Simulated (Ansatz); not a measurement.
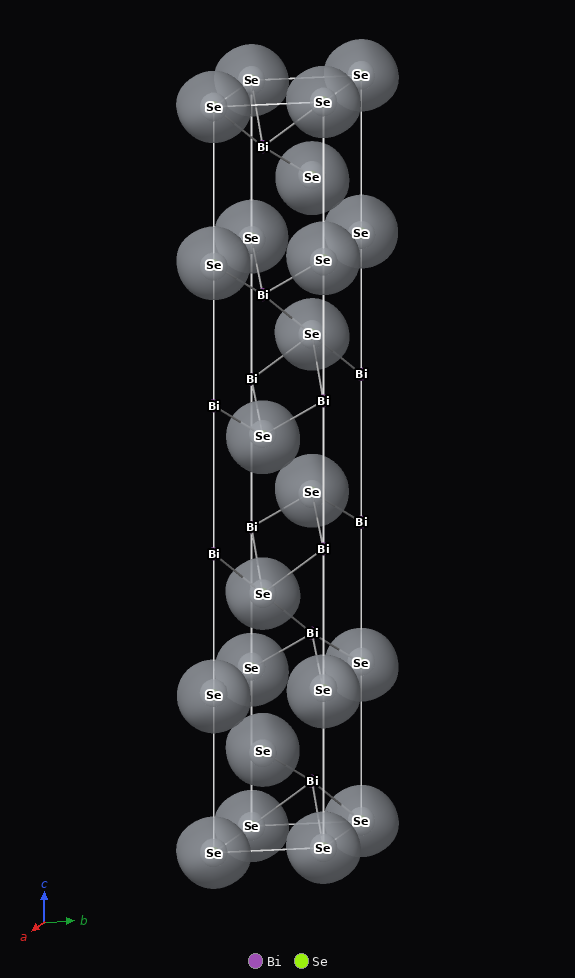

The picture shows: Bi$_{2}$Se$_{3}$. Isosurface of the ELF at 0.6 (grey), seen slightly off an axis. Only the valence region is drawn (cores and ρ < 0.01 e/Å³ removed). Sticks mark near contacts.

Space group R-3m.

Method: DFT r2SCAN, scalar-relativistic, plane waves, PAW (Ansatz).

Question: Where are the electrons localised?

Answer: The surface consists of nine regions wrapped around Se (the valence shell of each), counted in one cell of 15 atoms. Regions shared between cells count once.

Values along the shortest contacts:
Bi–Se (2.85 Å): the ELF is about 0.50 at the midpoint and 0.35 at its lowest between the atoms. Bi–Se (3.07 Å): the ELF is about 0.30 at the midpoint.

Question: Does the calculation give a band gap?

Answer: It is gapped, with a Kohn–Sham gap of 0.49 eV on the k-point mesh, an upper bound to the gap of this method.
